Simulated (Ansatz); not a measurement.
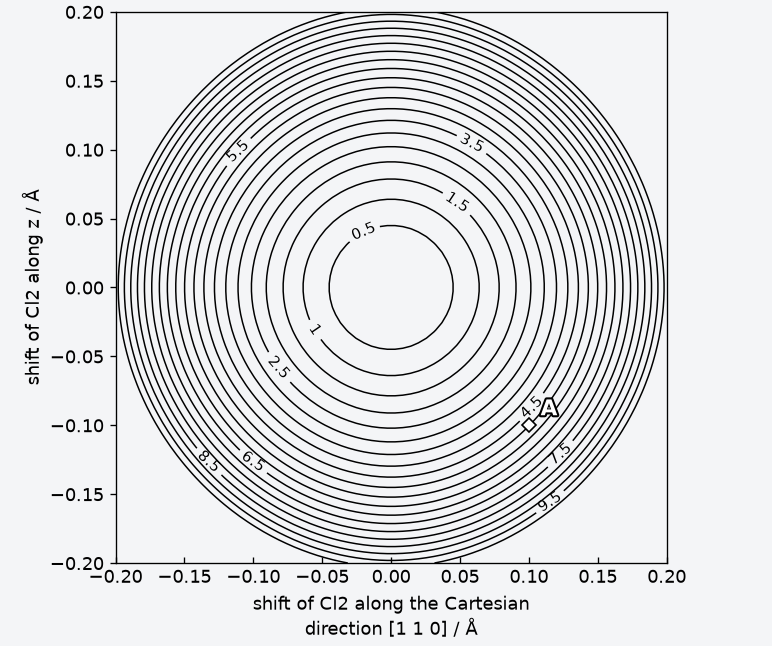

KCl (Pm-3m, No. 221; 2 atoms in the cell). Atom Cl2 is moved over a plane while all other atoms and the cell stay fixed (its periodic images move with it) (x, y and z along the cube axes). The first coordinate is: shift of Cl2 along the Cartesian direction [1 1 0]; the second: shift of Cl2 along z. The grid has 5 × 5 points; 9 points were computed and 16 follow by symmetry. Points are written as (first, second). Energies are in meV per cell, from the lowest grid point. The reference cell is the one listed in the database, not relaxed at this level. These are results of Ansatz 0.2.0, DFT PBEsol, scalar-relativistic, plane waves, PAW, not measurements. Settings: cutoff 420 eV, k-mesh 6×6×6, gaussian smearing 0.05 eV, no spin polarisation.

Drawn: contour lines labelled in meV (none above 10), the point A. Between grid points the surface is interpolated.

Which way does the force act at A, and how strong is it?

A, at (0.1 Å, −0.1 Å), is not a stationary point. The computed force is 0.073 eV/Å in the plane, pointing up and left in the picture (components −0.052 and 0.051 eV/Å).
